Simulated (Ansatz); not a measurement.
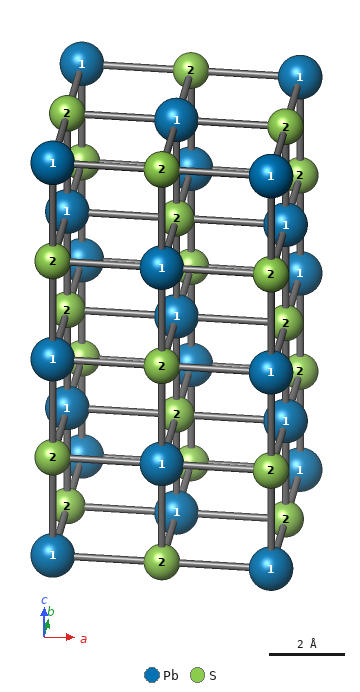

Reference structure: a symmetric starting cell of PbS. A ball-and-stick model of the conventional cell (4 times the calculation's cell), repeated 1 × 1 × 2 with one cell outlined, seen from a free direction. Lengths and directions refer to the drawn axes.

Method: Ansatz, DFT PBE, scalar-relativistic, plane waves, PAW. Set-up: plane-wave cutoff 420 eV; k-point mesh 10 × 10 × 10; occupations gaussian; smearing width 0.05 eV; no spin polarisation.

Now this is done to it. All lengths are scaled by +2.8 % (volume +8.7 %), the atoms keeping their fractional coordinates. No relaxation follows. The starting cell wasn't computed here and needn't be at equilibrium, so pressure and forces aren't due to the change alone.

Question: What does the calculation give for the changed structure?

Answer: Near-neighbour distances before and after: Pb–S 2.965 → 3.049 Å. The space group stays Fm-3m (No. 225). The pressure is −2.1 GPa (not all of it need come from the change, since the unchanged cell can be under pressure at this level too). All forces vanish by symmetry.

The changed structure in the same view:

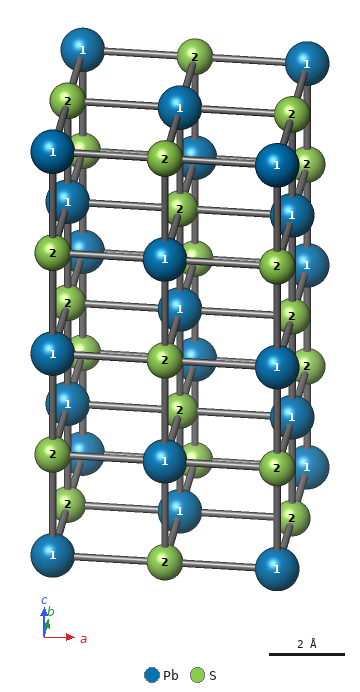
